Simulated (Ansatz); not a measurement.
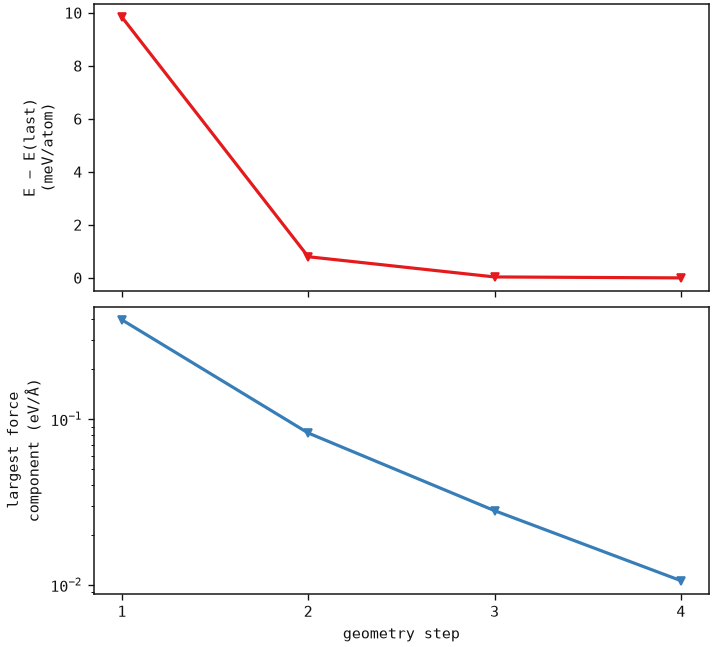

History of a geometry optimisation. The run: TePb (slab, 24 atoms in the cell), by DFT PBEsol, scalar-relativistic, plane waves, PAW in Ansatz 0.2.0; cutoff 420 eV, 2×6×1 k-mesh, Gaussian smearing of 0.05 eV. Only the atoms move.

The optimisation met its thresholds at geometry 4, counting the start as the first. The energy fell by about 9.8 meV/atom from the first step to the last. The largest force component goes from about 0.4 eV/Å at the start to 0.011 eV/Å at the end.
